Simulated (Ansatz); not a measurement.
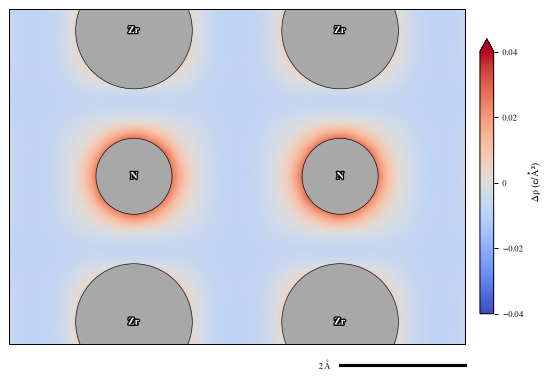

ZrN. Difference of the valence pseudo-densities of two functionals at the same geometry, on the (011̄) plane of the calculation cell: BLYP less LDA.

Both computed with Ansatz (plane waves, PAW), on the same k-point mesh. Grey discs cover the atomic cores.

```
Zr N
1.0
     0.00000    2.33027    2.33027
     2.33027    0.00000    2.33027
     2.33027    2.33027    0.00000
Zr N
1 1
Direct
  0.50000 0.50000 0.50000
  0.00000 0.00000 0.00000
```

What does the difference map show?

Answer. Against LDA, BLYP gives less density around Zr (−0.005 e/Å³ on average at 1.2 Å from the nucleus), more density around N (+0.013 e/Å³ on average at 0.8 Å from the nucleus), less density in the space between the atoms (−0.005 e/Å³ on average) and a change of −0.007 e/Å³ at the midpoint of Zr–N.
